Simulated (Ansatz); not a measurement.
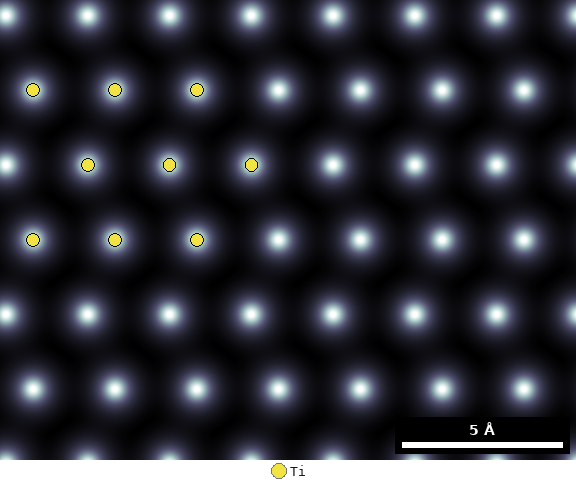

Map of the projected electrostatic potential of Ti (P6_3/mmc, No. 194) along [100]. Computed as the sum of neutral-atom potentials (tabulated electron scattering factors, B = 0.8 Å²) projected along the beam and smoothed by 0.25 Å; brighter is more positive. The display is stretched by a gamma of 0.7; percentages refer to the linear signal. Model: the input geometry of a calculation; the starting structure was generated, so it need not be a known form of this composition.

Coloured dots in one corner mark the columns of the model.

Question: Describe what the image shows.

Answer: The columns repeat on a rectangular net of 2.57 × 4.69 Å (plane group p2mg). All columns are alike (Ti). The shortest distance between visible columns is 2.49 Å in projection. Along the beam the structure repeats every 2.96 Å.
